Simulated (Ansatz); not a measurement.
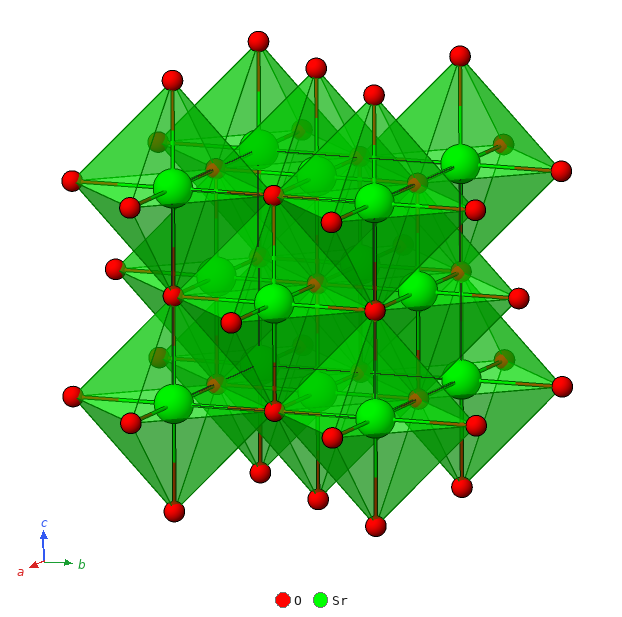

Structure drawing (polyhedral), viewed slightly off an axis. The wireframe shows the drawn cell (a repeat of the simulation cell). A few atoms beyond the faces are included.

SrO, a = 5.137 Å, b = 5.137 Å, c = 5.137 Å, α = 89.36°, β = 89.36°, γ = 89.36°. Strictly the space group is R-3m (No. 166, within 0.01 Å). It is a distorted form of a face-centred cubic structure, space group Fm-3m (No. 225) within 0.25 Å: rock salt (NaCl type). Provenance: a structure type filled with these elements by a generator (whether the compound takes this form wasn't checked). The cell was then strained or its atoms displaced on purpose. A calculation with Ansatz used it as input.

This one geometry was computed with Ansatz (DFT, plane waves, PAW) at four levels of theory: PBE, r2SCAN with spin-orbit coupling, HSE06 and r2SCAN. It was relaxed with r2SCAN and then strained.

> Which level gives the highest pressure at this volume, and what does that say about its equilibrium volume?

Highest: PBE (3.1 GPa), which points to the largest equilibrium volume. Lowest, with the smallest volume: r2SCAN with spin-orbit coupling (1.3 GPa), HSE06 (0.9 GPa) and r2SCAN (1.3 GPa). Levels within 0.5 GPa of each other can't be told apart.

> How does the band gap change with the level of theory?

PBE: a gap of 3.30 eV, indirect; r2SCAN with spin-orbit coupling: a gap of 3.76 eV, indirect; r2SCAN: a gap of 3.78 eV, indirect; HSE06: a gap of 4.78 eV, indirect.

> Collect the results in a table.

| level | cutoff (eV) | k-mesh of the run's cell | gap (eV) | pressure (GPa) |
| --- | --- | --- | --- | --- |
| PBE | 420 | 8×8×8 | 3.30 | 3.1 |
| r2SCAN with spin-orbit coupling | 500 | 8×8×8 | 3.76 | 1.3 |
| HSE06 | 420 | 6×6×6 | 4.78 | 0.9 |
| r2SCAN | 500 | 8×8×8 | 3.78 | 1.3 |

Gaps are taken on the k-mesh or band path of each run.
